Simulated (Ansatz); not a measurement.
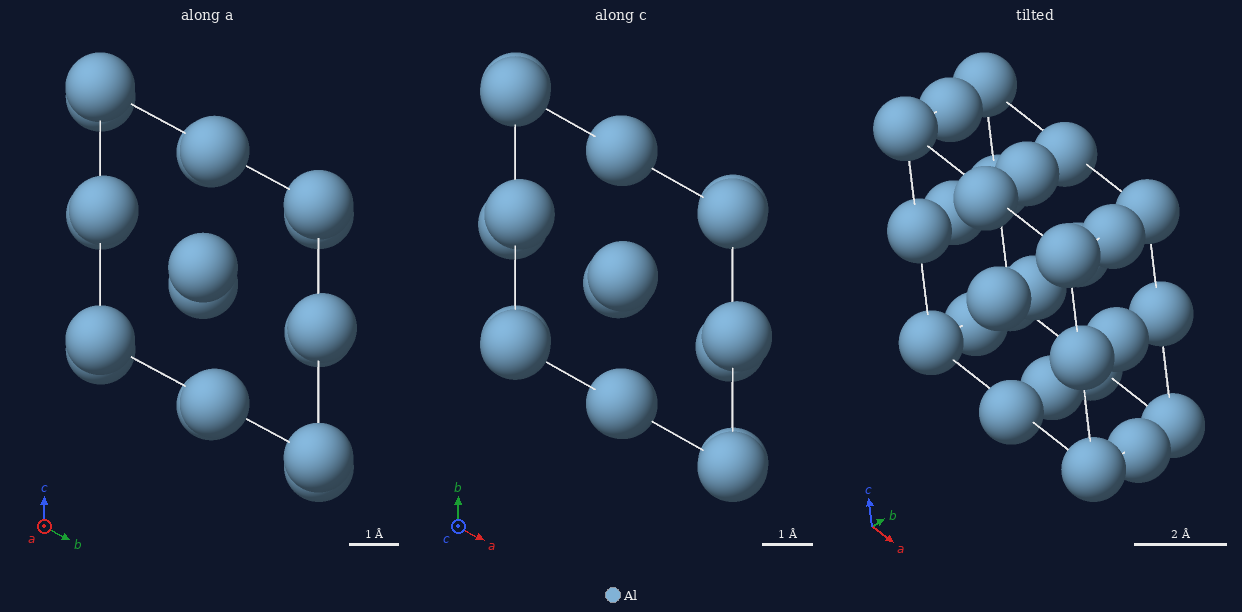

Drawn in the spheres-only manner and seen along the a axis, along the c axis and slightly off an axis. The parallelepiped is the unit cell.

What structure is drawn here?

- The element is aluminium.
- The space group is P1: only translations remain.
- It is a distorted form of a body-centred cubic structure, space group Im-3m (No. 229) within 0.45 Å: body-centred cubic (W type).
- The cell holds eight atoms.

The structure comes from a structure listed in the Materials Project. The cell was then strained or its atoms displaced on purpose. A calculation with Ansatz used it as input.

At this level of theory the cell isn't at rest (compressed, at 10 GPa and forces up to 1.2 eV/Å), so its distances can differ from those at equilibrium, the more so the softer the solid.
